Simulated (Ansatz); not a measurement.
**Single-point calculation, with input and output: Be**

- system: Be (P6₃/mmc, 2 atoms in the cell)
- method: DFT with PBEsol, PAW plane waves, no spin polarisation (Ansatz 0.2.0)

The structure derives from an entry of the Crystallography Open Database. Figures and captions count atoms from 1; the log counts them from 0 in places.

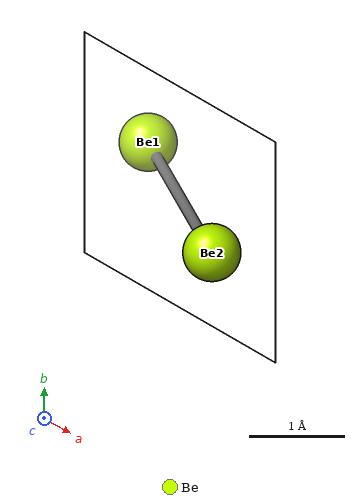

Fig. 1: The input geometry (ball-and-stick view of the cell of the calculation, along the c axis; atoms are numbered from 1 in the order of the input).

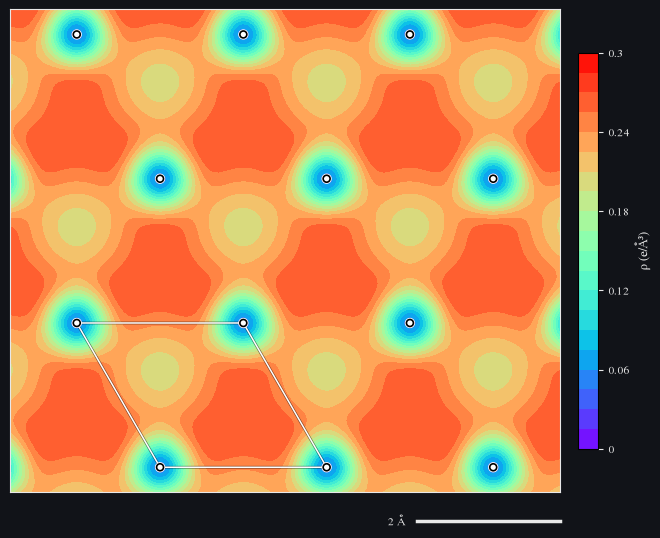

Fig. 2: Valence pseudo-density on the (001) plane of the conventional cell. Circles mark the nuclei in the plane (Be). Atoms in the plane: Be. Be–Be (2.32 Å): the density is about 0.24 e/Å³ at the midpoint. Away from the nuclei the density in this plane falls to 0.2 e/Å³ at its lowest. In a PAW calculation such maps are meaningful between the atoms, not at the nuclei.

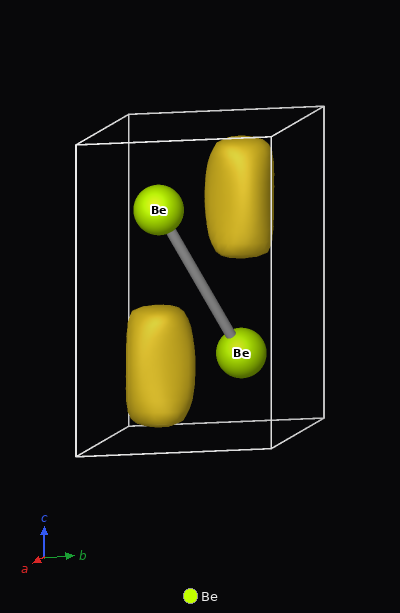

Fig. 3: Isosurface of the electron localisation function at 0.7 (yellow), seen slightly off an axis. Only the valence region is drawn (cores and ρ < 0.01 e/Å³ removed). Sticks mark near contacts. The outline is the cell set on symmetry axes. Profiles from the grid: Be–Be (2.26 Å): the ELF peaks at about 0.65 between the atoms. Be–Be (2.32 Å): the ELF peaks at about 0.60 between the atoms.

The input and output of the run follow.

### Input
```yaml
crystal:
  lattice:
    - [2.32235861, 0.0, 0.0]
    - [-1.16117931, 2.01122596, 0.0]
    - [0.0, 0.0, 3.63172021]
  atoms:
    - { symbol: Be, position: [0.33333, 0.66667, 0.25] }
    - { symbol: Be, position: [0.66666, 0.33333, 0.75] }
  symmetry: { tolerance: 0.0003 }
kpoints:
  mp_grid: { grid: [9, 9, 5], shift: [0, 0, 0] }
magnetization:
  spin_polarized: false
scf:
  occupations: { method: gaussian, width: 0.0413 }
hamiltonian:
  pseudopotentials: { kind: paw }
  xc: pbesol
basis:
  ecutwfc: 420
output:
  forces: true
  stress: true
  eigenvalues: true
  write_density: true
  write_potential: true
  elf: true
  volumetric_format: npy
```

Run as:
```bash
ansatz run input.yaml --threads 1 --pin off --max-ram 2560MiB --backend cpu --events-out ev --progress --plain --runs-dir out
```

### The program's output
```
Warning: the atoms were moved onto the symmetric positions of the space group found under crystal.symmetry.tolerance 3.0e-4 (fractional; no operation is sought that the atoms, as they stand in a round, miss by more than twice it, and no atom is moved by as much as it), and the run uses the moved positions. Before a round's move an operation carried an atom to 1.16e-5 Å from where it should land, the largest such distance. Atom 0 (counting from 0) moved farthest, by 1.34e-5 Å; the longest move in fractions of the cell, of whichever atom, is 0.02 of the tolerance, in 1 round. To run the atoms as typed, lower crystal.symmetry.tolerance until the operations that they miss are no longer found, or set crystal.symmetry.detect: false (a key that needs symmetry detection or time reversal refuses this as the deck is read). The positions used, in the order of the run's atom list: position: [0.3333333333333333, 0.6666666666666666, 0.25]; position: [0.6666666666666667, 0.3333333333333333, 0.75]; The lattice was moved too: crystal.lattice misses the space group found at crystal.symmetry.tolerance 3.0e-4 in a digit that the deck types, which is why this is a warning: making the lattice exact moves one of its numbers by a whole unit of that number's last typed decimal, or more. The operation that it misses by the most changes a squared length by the fraction 3.80e-6. The run uses the lattice that is a stretch of the typed one, with no rotation, onto the one that keeps every operation to a double's rounding (on a very oblique basis the stretch itself rounds by more); the deck's lattice vector that moved farthest moved by 2.54e-6 Å. To run the lattice as typed, set crystal.symmetry.tolerance under 4.97e-9, the least fraction by which an operation that the lattice misses changes a squared length (the same key also sets how far an atom may lie from its image, so lowering it can lose operations that the atoms keep only within it), or set crystal.symmetry.detect: false, as for the atoms. crystal.lattice made exact, in Å and degrees: [[2.3223611544085574, 2.8867512988583644e-9, 0.0], [-1.1611805797042787, 2.0112237550365903, 0.0], [0.0, 0.0, 3.63172021]]. Pasted over the deck's crystal.lattice, beside positions in fractional coordinates, it runs the same cell (given as lengths and angles, that cell in the form's own orientation, a rigid turn of the misfit's size from the one run here, for which a checkpoint.post_process_only pass over this run's state can be refused: where this run relaxes nothing, give such a pass this deck's own crystal.lattice, as typed; behind a relaxation, as crystal.lattice, the state's own cell, identity.cell in its checkpoint.json), and a matrix so pasted ends this notice, except on a very skew basis of the lattice, where the rounding of the pasted numbers themselves can read as a misfit: the cell is then moved again, and that move is told again. The lattice as run is in this notice's lattice.as_run_ang field (Run.prep()["deck_notices"] in Python, the deck_notice line of an events file, deck_notices of ansatz run --dry-run=json, or deck_notices in record.json in the deck's checkpoint.write directory).
Engine: ansatz 0.2.0, aarch64-unknown-linux-gnu
Pseudopotentials: kind: paw
Pseudopotential: Be, paw, valence charge 2, recommended cutoff 420 eV (normal), Be.paw.azcp
Functional definition: PBEsol
  exchange = pbesol_x
  correlation = pbesol_c
Crystal: 2 atoms, lattice volume = 16.963 Å³
Basis set: ecut = 420 eV, 313 PW (Γ), exchange–correlation on 32×32×50 points (8 copies of the dense FFT grid, shifted against one another)
Bands: 6, of which v1, the nominal top of the filled ones, is band 2 counted from 1 (1 counted from 0)
Symmetry: 24 space group operations
Space group: P63/mmc (ITA 194), of the structure as read, at distance tolerance 7.7e-4 Å
k-points: 36 of 405
Non-local potential: Be, projectors of the file, l = 0: 2, l = 1: 2, l = 2: 1
PAW form: soft (Blöchl's): semilocal exchange-correlation on the pseudo side does not see the compensation charge
PAW frozen core: Be, regenerated for the run's functional, and the local potential with it (the file was generated under x = pbe(κ = 0.804, μ = 0.2195149727645171), c = pbe(β = 0.06672455060314922))
PAW one-centre angular grid: Be, 110 points (default); XC on 64 Gauss nodes
Initial density: superposition of atomic densities (neutral atoms: chi_scale 0, normalization atom), corrected by the library's trained network
Initial wavefunctions: pseudopotential atomic-orbital guess
Functional: x = pbesol(κ = 0.804, μ = 0.12345679012345678), c = pbesol(β = 0.046)
SCF iter   1: F=—  HF=-180.674952 eV  |F-HF|=—  |Δ(HF+E_count)|=         —  Δρ=1.20e-3  dr2=1.85e-4  ethr=1.77e-3  ⟨swp⟩=5.5  Hψ=1974  notcnv=0
preconditioner: auto → none  [insulator: Δε(μ)=0.232 eV  Ē_g=12.259 eV  σ=0.041 eV  W_gap=0.67  n_scr=2 (ndim 8)  ℏωp=18.0 eV  f_vac=0.000  D(μ)=0.37/eV (n_scr^D=2)  ε∞_Penn≈3.2]
SCF iter   2: F=—  HF=-180.674886 eV  |F-HF|=—  |Δ(HF+E_count)|=   6.55e-5  Δρ=5.60e-4  dr2=3.85e-5  ethr=4.62e-6  ⟨swp⟩=1.5  Hψ=521  notcnv=0
SCF iter   3: F=—  HF=-180.674868 eV  |F-HF|=—  |Δ(HF+E_count)|=   1.80e-5  Δρ=1.61e-5  dr2=1.60e-8  ethr=9.62e-7  ⟨swp⟩=1.7  Hψ=246  notcnv=0
iter 4 did not close the SCF: its close was put off for the readings that it lacked (scf_convergence_deferred on its scf_iter line)
SCF iter   4: F=-180.674868 eV  HF=-180.674868 eV  |F-HF|=1.23e-10  |Δ(HF+E_count)|=   3.53e-8  Δρ=2.61e-6  dr2=4.04e-10  ethr=4.00e-10  ⟨swp⟩=2.0  Hψ=272  notcnv=0
iter 5 did not close the SCF: its close was put off for the readings that it lacked (scf_convergence_deferred on its scf_iter line)
SCF iter   5: F=-180.674868 eV  HF=-180.674868 eV  |F-HF|=1.02e-12  |Δ(HF+E_count)|=  1.05e-10  Δρ=3.14e-7  dr2=9.34e-12  ethr=1.01e-11  ⟨swp⟩=1.4  Hψ=230  notcnv=0
SCF iter   6: F=-180.674868 eV  HF=-180.674868 eV  |F-HF|=2.84e-14  |Δ(HF+E_count)|=  5.97e-13  Δρ=2.63e-8  dr2=1.02e-13  ethr=1.00e-12  ⟨swp⟩=3.1  Hψ=696  notcnv=0
SCF 1 converged in 6 iterations: F = -180.674868 eV  dr2 = 1.02e-13
  greatest PAW one-centre occupation: 0.344 electrons in one spin orbital (limit 2), on the Be atom at site 1 (counted from 0), in its partial waves of l = 0
SCF converged after 6 iterations
Free energy (F): -180.674868 eV
Harris-Foulkes:  -180.674868 eV  (|F-HF|=2.84e-14)
Internal energy: -180.674554 eV  (E = F + TS)
E sigma→0 (E₀):  -180.674711 eV
Entropy (-TS):   -0.000315 eV (-0.157 meV/atom)
Fermi energy:    7.227095 eV
--- Per-component energies (eV) ---
  E_band       = 10.448809
  E_kinetic    = 40.292767
  E_local      = 5.054466  (includes V_loc(G=0)·N_el)
  E_nonlocal   = 8.526652
  E_hartree    = 0.076590
  E_xc         = -38.753449
  E_vxc        = -40.968432  (∫ρ·V_xc dr)
  E_paw        = -114.340181  (= ΣΔE_a)
  E_vpaw       = -2.609823  (= ΣTr[D̂ρ^β])
  E_aug_tail   = -0.000001  (compensation charges beyond the density's cutoff)
  E_ewald      = -81.550460
  E_core_change = 0.019063  (= ΣΔE_core)
  E_smearing   = -0.000315  (= −TS)
  E_closure    = 0.000000  (closes the sum)
  Σ components = -180.674868   (vs F -180.674868, Δ=0.00e0)
--- Forces (eV/Å), atoms counted from 1 ---
  atom   1  Be     0.00000000     0.00000000     0.00000000
  atom   2  Be    -0.00000000    -0.00000000     0.00000000
  max |Σ_I F_I| component: 3.70e-17 eV/Å
--- Stress (GPa, compression-positive) ---
       -7.717403       0.000000       0.000000
        0.000000      -7.717403       0.000000
        0.000000       0.000000     -10.455325
  P = ⅓ Tr σ = -8.6300 GPa (-86.300 kbar)
--- Band table (eV; the first three rows and the last of 36) ---
  k-point 0: bands = ["-3.4813", "3.3250", "8.4815", "22.4669", "22.4669", "25.2145"]
  k-point 1: bands = ["-3.1417", "1.7548", "10.8221", "22.7641", "22.7641", "25.0824"]
  k-point 2: bands = ["-2.1238", "-0.4455", "15.2724", "20.4078", "23.5598", "23.5598"]
  k-point 35: bands = ["6.3852", "6.3852", "6.8630", "9.0130", "13.2382", "13.2382"]
```

### Summary

- outcome: converged
- space group (tolerance 0.01 Å): P6₃/mmc (194)
- electrons treated: 4
- free energy: −180.6749 eV
- Fermi energy: 7.227 eV
- pressure: −8.63 GPa
- largest force (length of the vector): under 0.001 eV/Å
- hardware: 1 thread of Arm Neoverse V1, 24 GiB of memory available, shared host
- wall time: 0.85 s
- peak memory: 0.24 GiB

### Remarks

The program warns: the structure was made exactly symmetric. The cell is under a tension of 8.6 GPa at this level, so it is not at its equilibrium volume.
